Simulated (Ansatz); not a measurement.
## Geometry relaxation, with input and output: Rh (part 2 of 2)

The same run, continued: Rh (Fm-3m, 1 atom in the cell); DFT, PBE, plane waves, PAW, spin-polarised (Ansatz 0.2.0); cutoff 420 eV, 19×19×19 k-mesh, Fermi–Dirac smearing of 0.1 eV, collinear spins. The structure was built on a prototype by a generator; it need not be a known phase.

Geometry of the input (Å; fractional positions):
```
0.0000  1.9152  1.9152
1.9152  0.0000  1.9152
1.9152  1.9152  0.0000
Rh 0.0000  0.0000  0.0000
```

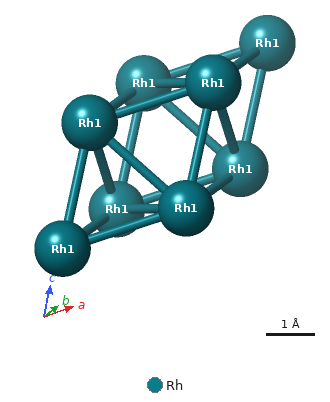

The geometry at step 1 of the log (ball-and-stick view of the cell of the calculation, seen slightly off an axis; atoms are numbered from 1 in the order of the input).

## Output, continued
```
SCF iter   1: F=—  HF=-6402.912019 eV  |F-HF|=—  |Δ(HF+E_count)|=         —  Δρ=2.40e-4 (↑2.24e-4 ↓2.40e-4)  dr2=1.74e-5  dr2_m=2.89e-6  M=-0.004 μB ∫|m|=0.004 μB  β_m=0.65  ethr=1.02e-7  ⟨swp⟩=2.3  Hψ=39139  notcnv=0
preconditioner: auto → none  [metal: Δε(μ)=0.001 eV  Ē_g=15.767 eV  σ=0.100 eV  W_gap=0.00  n_scr=0 (ndim 8)  ℏωp=29.7 eV  f_vac=0.000  D(μ)=1.41/eV (n_scr^D=14)]
SCF iter   2: F=—  HF=-6402.912016 eV  |F-HF|=—  |Δ(HF+E_count)|=   2.85e-6  Δρ=2.45e-4 (↑1.50e-4 ↓2.45e-4)  dr2=8.01e-6  dr2_m=2.89e-6  M=-0.002 μB ∫|m|=0.002 μB  β_m=0.38  ethr=1.02e-7  ⟨swp⟩=2.2  Hψ=9198  notcnv=0
SCF iter   3: F=—  HF=-6402.912013 eV  |F-HF|=—  |Δ(HF+E_count)|=   2.43e-6  Δρ=1.32e-4 (↑1.32e-4 ↓1.30e-4)  dr2=2.02e-7  dr2_m=2.07e-6  M=-0.002 μB ∫|m|=0.002 μB  β_m=0.69  ethr=4.71e-8  ⟨swp⟩=2.7  Hψ=9196  notcnv=0
SCF iter   4: F=—  HF=-6402.912018 eV  |F-HF|=—  |Δ(HF+E_count)|=   4.29e-6  Δρ=1.02e-4 (↑6.66e-5 ↓1.02e-4)  dr2=2.84e-7  dr2_m=8.92e-7  M=-0.001 μB ∫|m|=0.001 μB  β_m=0.84  ethr=1.19e-9  ⟨swp⟩=2.0  Hψ=9720  notcnv=0
SCF iter   5: F=—  HF=-6402.912019 eV  |F-HF|=—  |Δ(HF+E_count)|=   9.47e-7  Δρ=9.06e-6 (↑2.47e-6 ↓9.06e-6)  dr2=1.25e-8  dr2_m=2.68e-9  M=-0.000 μB ∫|m|=0.000 μB  β_m=0.92  ethr=1.19e-9  ⟨swp⟩=2.0  Hψ=9367  notcnv=0
iter 6 did not close the SCF: its close was put off for a magnetic moment that had not settled (scf_convergence_deferred on its scf_iter line)
SCF iter   6: F=-6402.912019 eV  HF=-6402.912019 eV  |F-HF|=2.81e-8  |Δ(HF+E_count)|=   7.83e-8  Δρ=9.26e-6 (↑7.22e-6 ↓9.26e-6)  dr2=3.81e-8  dr2_m=1.75e-10  M=-0.000 μB ∫|m|=0.000 μB  β_m=0.96  ethr=7.33e-11  ⟨swp⟩=4.5  Hψ=28799  notcnv=0
SCF iter   7: F=-6402.912019 eV  HF=-6402.912019 eV  |F-HF|=1.32e-10  |Δ(HF+E_count)|=   1.07e-8  Δρ=6.42e-7 (↑5.74e-7 ↓6.42e-7)  dr2=1.82e-10  dr2_m=4.02e-12  M=-0.000 μB ∫|m|=0.000 μB  ethr=7.33e-11  ⟨swp⟩=4.2  Hψ=28248  notcnv=0
the starting moments were not kept: the SCF closed with an absolute magnetisation of 2.4e-6 μB, where they sum to 3 μB in size (1 site). That is at most 0.1 of that sum. Measured as dr2_m measures the in/out step, that magnetisation stands 2.5e-12 eV from none, at or under the dr2_threshold of 1.0e-7 eV: it is no larger than a step whose dr2_m would equal this threshold.
SCF 2 converged in 7 iterations: F = -6402.912019 eV  dr2 = 1.82e-10
relax step   2: F+E_penalty+E_count = -6402.91201879 eV  Δ(F+E_penalty+E_count) = +1.645e-5 eV  max|allowed force component| = 0.000e0 eV/Å  Δτ_max = 0.0000 Å  P = -0.255 GPa  Ω = 14.081 Å³  energy of the carried Pulay correction = -2.128e-5 eV  (7 SCF iters, dr2 threshold 1.00e-7 eV, accepted)
Crystal: 1 atoms, lattice volume = 14.067 Å³
iter 1 solved again at ethr=2.13e-8 eV; its pass at ethr=3.10e-3 eV (dr2=3.62e-6 eV) is discarded
SCF iter   1: F=—  HF=-6402.912040 eV  |F-HF|=—  |Δ(HF+E_count)|=         —  Δρ=1.09e-4 (↑1.02e-4 ↓1.09e-4)  dr2=3.61e-6  dr2_m=5.94e-7  M=0.002 μB ∫|m|=0.002 μB  β_m=0.65  ethr=2.13e-8  ⟨swp⟩=2.2  Hψ=38937  notcnv=0
preconditioner: auto → none  [metal: Δε(μ)=0.004 eV  Ē_g=15.774 eV  σ=0.100 eV  W_gap=0.01  n_scr=0 (ndim 8)  ℏωp=29.7 eV  f_vac=0.000  D(μ)=1.40/eV (n_scr^D=14)]
SCF iter   2: F=—  HF=-6402.912039 eV  |F-HF|=—  |Δ(HF+E_count)|=   6.07e-7  Δρ=1.11e-4 (↑6.83e-5 ↓1.11e-4)  dr2=1.66e-6  dr2_m=5.92e-7  M=0.001 μB ∫|m|=0.001 μB  β_m=0.38  ethr=2.13e-8  ⟨swp⟩=2.2  Hψ=9199  notcnv=0
SCF iter   3: F=—  HF=-6402.912039 eV  |F-HF|=—  |Δ(HF+E_count)|=   5.06e-7  Δρ=6.00e-5 (↑6.00e-5 ↓5.88e-5)  dr2=4.15e-8  dr2_m=4.26e-7  M=0.001 μB ∫|m|=0.001 μB  β_m=0.69  ethr=9.74e-9  ⟨swp⟩=2.6  Hψ=9189  notcnv=0
SCF iter   4: F=—  HF=-6402.912040 eV  |F-HF|=—  |Δ(HF+E_count)|=   8.76e-7  Δρ=4.61e-5 (↑3.01e-5 ↓4.61e-5)  dr2=5.75e-8  dr2_m=1.81e-7  M=0.000 μB ∫|m|=0.000 μB  β_m=0.84  ethr=2.44e-10  ⟨swp⟩=2.0  Hψ=9722  notcnv=0
SCF iter   5: F=—  HF=-6402.912040 eV  |F-HF|=—  |Δ(HF+E_count)|=   1.91e-7  Δρ=4.04e-6 (↑1.11e-6 ↓4.04e-6)  dr2=2.51e-9  dr2_m=5.25e-10  M=0.000 μB ∫|m|=0.000 μB  β_m=0.92  ethr=2.44e-10  ⟨swp⟩=2.0  Hψ=9353  notcnv=0
iter 6 did not close the SCF: its close was put off for a magnetic moment that had not settled (scf_convergence_deferred on its scf_iter line)
SCF iter   6: F=-6402.912040 eV  HF=-6402.912040 eV  |F-HF|=5.69e-9  |Δ(HF+E_count)|=   1.58e-8  Δρ=4.16e-6 (↑3.25e-6 ↓4.16e-6)  dr2=7.70e-9  dr2_m=3.51e-11  M=0.000 μB ∫|m|=0.000 μB  β_m=0.96  ethr=1.48e-11  ⟨swp⟩=4.1  Hψ=27491  notcnv=0
SCF iter   7: F=-6402.912040 eV  HF=-6402.912040 eV  |F-HF|=2.55e-11  |Δ(HF+E_count)|=   2.16e-9  Δρ=2.85e-7 (↑2.56e-7 ↓2.85e-7)  dr2=3.59e-11  dr2_m=8.03e-13  M=0.000 μB ∫|m|=0.000 μB  ethr=1.48e-11  ⟨swp⟩=3.9  Hψ=27769  notcnv=0
the starting moments were not kept: the SCF closed with an absolute magnetisation of 1.0e-6 μB, where they sum to 3 μB in size (1 site). That is at most 0.1 of that sum. Measured as dr2_m measures the in/out step, that magnetisation stands 4.7e-13 eV from none, at or under the dr2_threshold of 1.0e-7 eV: it is no larger than a step whose dr2_m would equal this threshold.
SCF 3 converged in 7 iterations: F = -6402.912040 eV  dr2 = 3.59e-11
relax step   3: F+E_penalty+E_count = -6402.91203976 eV  Δ(F+E_penalty+E_count) = -2.097e-5 eV  max|allowed force component| = 0.000e0 eV/Å  Δτ_max = 0.0000 Å  P = -0.001 GPa  Ω = 14.067 Å³  energy of the carried Pulay correction = -1.161e-5 eV  (7 SCF iters, dr2 threshold 1.00e-7 eV, accepted)
Initial wavefunctions: pseudopotential atomic-orbital guess (no wavefunctions were taken with the density)
iter 1 solved again at ethr=1.55e-8 eV; its pass at ethr=3.10e-3 eV (dr2=2.64e-6 eV) is discarded
SCF iter   1: F=—  HF=-6402.911998 eV  |F-HF|=—  |Δ(HF+E_count)|=         —  Δρ=2.00e-4 (↑2.00e-4 ↓2.00e-4)  dr2=4.60e-7  dr2_m=1.14e-12  M=0.000 μB ∫|m|=0.000 μB  β_m=0.65  ethr=1.55e-8  ⟨swp⟩=3.1  Hψ=51393  notcnv=0
preconditioner: auto → none  [metal: Δε(μ)=0.007 eV  Ē_g=15.775 eV  σ=0.100 eV  W_gap=0.02  n_scr=0 (ndim 8)  ℏωp=29.7 eV  f_vac=0.000  D(μ)=1.40/eV (n_scr^D=14)]
SCF iter   2: F=—  HF=-6402.912043 eV  |F-HF|=—  |Δ(HF+E_count)|=   4.53e-5  Δρ=6.98e-5 (↑6.98e-5 ↓6.98e-5)  dr2=5.64e-8  dr2_m=3.40e-13  M=0.000 μB ∫|m|=0.000 μB  β_m=0.65  ethr=2.70e-9  ⟨swp⟩=1.0  Hψ=6160  notcnv=0
SCF iter   3: F=—  HF=-6402.912050 eV  |F-HF|=—  |Δ(HF+E_count)|=   6.20e-6  Δρ=4.93e-7 (↑4.93e-7 ↓4.75e-7)  dr2=1.08e-10  dr2_m=2.91e-14  M=0.000 μB ∫|m|=0.000 μB  β_m=0.56  ethr=3.32e-10  ⟨swp⟩=1.0  Hψ=6160  notcnv=0
SCF iter   4: F=—  HF=-6402.912050 eV  |F-HF|=—  |Δ(HF+E_count)|=   4.81e-8  Δρ=1.55e-7 (↑1.55e-7 ↓1.51e-7)  dr2=4.38e-12  dr2_m=2.05e-14  M=0.000 μB ∫|m|=0.000 μB  β_m=0.69  ethr=1.00e-12  ⟨swp⟩=2.2  Hψ=8654  notcnv=0
SCF iter   5: F=—  HF=-6402.912050 eV  |F-HF|=—  |Δ(HF+E_count)|=  2.64e-11  Δρ=6.35e-8 (↑6.35e-8 ↓5.91e-8)  dr2=1.65e-12  dr2_m=2.31e-15  M=0.000 μB ∫|m|=0.000 μB  β_m=0.85  ethr=1.00e-12  ⟨swp⟩=1.0  Hψ=6160  notcnv=0
SCF iter   6: F=-6402.912050 eV  HF=-6402.912050 eV  |F-HF|=1.82e-12  |Δ(HF+E_count)|=  1.18e-11  Δρ=5.22e-8 (↑5.20e-8 ↓5.22e-8)  dr2=1.51e-12  dr2_m=5.65e-18  M=-0.000 μB ∫|m|=0.000 μB  ethr=1.00e-12  ⟨swp⟩=3.0  Hψ=20658  notcnv=0
the starting moments were not kept: the SCF closed with an absolute magnetisation of 3.5e-9 μB, where they sum to 3 μB in size (1 site). That is at most 0.1 of that sum. Measured as dr2_m measures the in/out step, that magnetisation stands 7.1e-18 eV from none, at or under the dr2_threshold of 1.0e-11 eV: it is no larger than a step whose dr2_m would equal this threshold.
SCF 4 converged in 6 iterations: F = -6402.912050 eV  dr2 = 1.51e-12
relax step   4: F+E_penalty+E_count = -6402.91204958 eV  Δ(F+E_penalty+E_count) = -9.812e-6 eV  max|allowed force component| = 0.000e0 eV/Å  Δτ_max = 0.0000 Å  P = -0.001 GPa  Ω = 14.067 Å³  stress off target by 1.01e-3 GPa  SCF on the basis re-selected at this cell (its energy is not comparable with the rows above)  (6 SCF iters)
basis re-selected at this cell: Δ(F+E_penalty+E_count) = -9.812e-6 eV, ΔP = -0.000 GPa vs the last step (what re-selecting the basis moved, of the pressure what is left beyond the Pulay correction that the steps carried, after the strain that the cell walked since its last selection, with what the two solves' SCF thresholds leave and, on support functions, any second-order correction that the steps lacked; it is no measure of the basis error at this ecutwfc). This SCF's stress stands 1.01e-3 GPa from its target on what of the cell is left free (relax.cell.stress_tol is 5.00e-2 GPa) and its largest allowed force component is 0.00e0 eV/Å (relax.f_tol is 5.00e-3 eV/Å): within both
SCF converged after 6 iterations
Magnetization: -0.0000 μB (8.5000 up, 8.5000 down)
Absolute magnetization: 0.0000 μB (∫|ρ↑−ρ↓|, with the PAW one-centre terms)
Spin contamination: 0.0000 ħ² per cell (⟨S²⟩ above its minimum at these occupations)
Per-site moments (μB) at R_I (Å): [(-3.3723622528414477e-9, 1.1177086561260003)]
Free energy (F): -6402.912050 eV
Harris-Foulkes:  -6402.912050 eV  (|F-HF|=1.82e-12)
Internal energy: -6402.865736 eV  (E = F + TS)
E sigma→0 (E₀):  -6402.888893 eV
Entropy (-TS):   -0.046313 eV (-46.313 meV/atom)
Fermi energy:    21.733451 eV
--- Per-component energies (eV) ---
  E_band       = -94.742901
  E_kinetic    = 572.784480
  E_local      = -1591.343003  (includes V_loc(G=0)·N_el)
  E_nonlocal   = 354.566476
  E_hartree    = 559.315524
  E_xc         = -221.743605
  E_vxc        = -278.357767  (∫ρ·V_xc dr)
  E_paw        = -3586.865435  (= ΣΔE_a)
  E_vpaw       = -271.025030  (= ΣTr[D̂ρ^β])
  E_aug_tail   = 0.000839  (compensation charges beyond the density's cutoff)
  E_ewald      = -2489.581012
  E_smearing   = -0.046313  (= −TS)
  E_closure    = 0.000000  (closes the sum)
  Σ components = -6402.912050   (vs F -6402.912050, Δ=0.00e0)
--- Forces (eV/Å), atoms counted from 1 ---
  atom   1  Rh    -0.00000000    -0.00000000    -0.00000000
  max |Σ_I F_I| component: 4.11e-32 eV/Å
--- Stress (GPa, compression-positive) ---
       -0.001008      -0.000000      -0.000000
       -0.000000      -0.001008      -0.000000
       -0.000000      -0.000000      -0.001008
  P = ⅓ Tr σ = -0.0010 GPa (-0.010 kbar)
--- Band table (eV; the first three rows and the last of 440) ---
  k-point 0 ↑: bands = ["-57.0651", "-24.5621", "-24.5621", "-24.5621", "13.9464", "18.7717", "18.7717", "18.7717", "20.7833", "20.7833", "37.5656", "42.7789", "42.7789", "42.7789"]
  k-point 1 ↑: bands = ["-57.0624", "-24.5810", "-24.5647", "-24.5647", "14.0560", "18.7237", "18.8144", "18.8144", "20.7596", "20.7596", "37.7193", "42.1837", "42.9343", "42.9343"]
  k-point 2 ↑: bands = ["-57.0544", "-24.6356", "-24.5721", "-24.5721", "14.3724", "18.6011", "18.9280", "18.9280", "20.7066", "20.7066", "38.1340", "40.8945", "43.3881", "43.3881"]
  k-point 219 ↓: bands = ["-56.9295", "-25.0221", "-24.9961", "-24.8131", "16.9035", "17.8572", "18.2863", "20.6030", "22.6503", "30.9194", "31.0639", "33.0312", "34.4321", "46.4081"]
--- Relaxed structure (3 steps of the walk, 3 accepted, 1 SCFs on fresh bases) ---
  F+E_penalty+E_count = -6402.91204958 eV   max|allowed force component| = 0.000e0 eV/Å   (the final SCF, on the basis selected at the relaxed cell)
  cell:  # Å, volume = 14.0669 Å³
    - [-3.8215290246716945e-35, 1.9159742306366008, 1.9159742306366008]
    - [1.9159742306366008, -1.2738430082238982e-35, 1.9159742306366008]
    - [1.9159742306366008, 1.9159742306366008, 4.076297626316472e-34]
  atoms:
    - { symbol: Rh, position: [0.0, 0.0, 0.0] }
```

## File v_z.tsv
```
# z_ang	v_es[eV]	v_tot_up[eV]	v_tot_dn[eV]
# format = ansatz-planar-average/11
# xc	pbe
# density_cutoff_ev	1680
# datasets	Rh=:simpson_from_first_knot:soft
# lattice	-0.000000000	1.915974231	1.915974231
# lattice	1.915974231	-0.000000000	1.915974231
# lattice	1.915974231	1.915974231	0.000000000
# sites	1
# site	45	0.000000000	0.000000000	0.000000000
0.000000	-4.069886e0	-2.075759e1	-2.075759e1
0.135480	-3.431276e0	-1.997651e1	-1.997651e1
0.270960	-1.570366e0	-1.770056e1	-1.770056e1
0.406440	1.355333e0	-1.411763e1	-1.411763e1
0.541919	5.092142e0	-9.535490e0	-9.535490e0
0.677399	9.268190e0	-4.407409e0	-4.407409e0
0.812879	1.339332e1	6.809845e-1	6.809845e-1
0.948359	1.693298e1	5.083343e0	5.083343e0
1.083839	1.946246e1	8.273411e0	8.273411e0
1.219319	2.083121e1	1.005127e1	1.005127e1
1.354798	2.122397e1	1.058333e1	1.058333e1
1.490278	2.083121e1	1.005127e1	1.005127e1
1.625758	1.946246e1	8.273411e0	8.273411e0
1.761238	1.693298e1	5.083343e0	5.083343e0
1.896718	1.339332e1	6.809845e-1	6.809845e-1
2.032198	9.268190e0	-4.407409e0	-4.407409e0
2.167677	5.092142e0	-9.535490e0	-9.535490e0
2.303157	1.355333e0	-1.411763e1	-1.411763e1
2.438637	-1.570366e0	-1.770056e1	-1.770056e1
2.574117	-3.431276e0	-1.997651e1	-1.997651e1
```

## Trajectory as extended XYZ (Å, eV, eV/Å), 4 frames, from step=1 to step=4
```
1
Lattice="0.0000 1.9152 1.9152 1.9152 0.0000 1.9152 1.9152 1.9152 0.0000" Properties=species:S:1:pos:R:3:forces:R:3 step=1 energy=-6402.91204 pressure_GPa=0.31
Rh    0.0000    0.0000    0.0000    0.0000   0.0000   0.0000
1
Lattice="0.0000 1.9166 1.9166 1.9166 0.0000 1.9166 1.9166 1.9166 0.0000" Properties=species:S:1:pos:R:3:forces:R:3 step=2 energy=-6402.91202 pressure_GPa=-0.26
Rh    0.0000    0.0000    0.0000    0.0000   0.0000   0.0000
1
Lattice="0.0000 1.9160 1.9160 1.9160 0.0000 1.9160 1.9160 1.9160 0.0000" Properties=species:S:1:pos:R:3:forces:R:3 step=3 energy=-6402.91204 pressure_GPa=-0.00
Rh    0.0000    0.0000    0.0000    0.0000   0.0000   0.0000
1
Lattice="0.0000 1.9160 1.9160 1.9160 0.0000 1.9160 1.9160 1.9160 0.0000" Properties=species:S:1:pos:R:3:forces:R:3 step=4 energy=-6402.91205 pressure_GPa=-0.00
Rh    0.0000    0.0000    0.0000    0.0000   0.0000   0.0000
```

## Key numbers

```json
{"quantity": "outcome", "value": "converged"}
{"quantity": "space group (tolerance 0.01 Å)", "value": "Fm-3m (225)"}
{"quantity": "electrons treated", "value": "17"}
{"quantity": "free energy", "value": "−6402.9120 eV"}
{"quantity": "Fermi energy", "value": "21.733 eV"}
{"quantity": "net moment of the cell", "value": "0.00 μB"}
{"quantity": "integrated absolute moment", "value": "0.00 μB"}
{"quantity": "pressure", "value": "0.00 GPa"}
{"quantity": "final volume", "value": "14.07 Å³"}
{"quantity": "largest force (length of the vector) at the end", "value": "under 0.001 eV/Å"}
{"quantity": "final cell", "value": "a = 2.710 Å, b = 2.710 Å, c = 2.710 Å, α = 60.00°, β = 60.00°, γ = 60.00°"}
{"quantity": "hardware", "value": "3 threads of Intel Xeon @ 2.90GHz (Ice Lake), 12 GiB of memory available, shared host"}
{"quantity": "wall time", "value": "8.6 s (CPU time 18 s)"}
{"quantity": "peak memory", "value": "0.41 GiB"}
```

## Remarks

Settings chosen away from the usual ones: magnetization = {"spin_polarized": true}. Warnings of the run: some starting moments were not kept.
